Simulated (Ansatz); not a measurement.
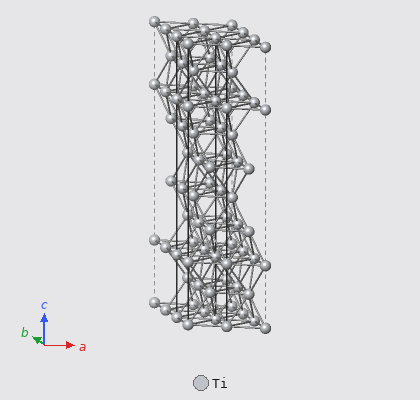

Ti, space group R-3m (No. 166), a = 2.931 Å, b = 2.931 Å, c = 21.081 Å, α = 90.00°, β = 90.00°, γ = 120.00°. Origin: the end point of a relaxation with DFT PBE, scalar-relativistic, plane waves, PAW in Ansatz; the starting structure was generated, so it need not be a known form of this composition. Forms under 0.4 % of the area are left out.

> Which faces does the BFDH rule predict for this crystal?

The forms computed, by share of the surface:

```tsv
form	faces	d (Å)	share of area (%)
{003}	2	7.027	56.3
{101}	6	2.520	29.4
{012}	6	2.468	14.4
```

The crystal is plate-like. Widths along a, b and c stand as 1.00 : 1.00 : 0.31.

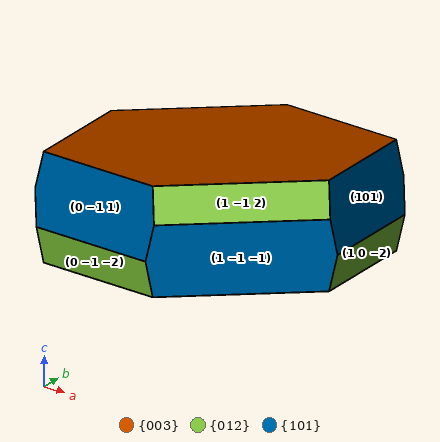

The computed shape, faces indexed. The rule is geometric and ignores bonding and growth conditions.
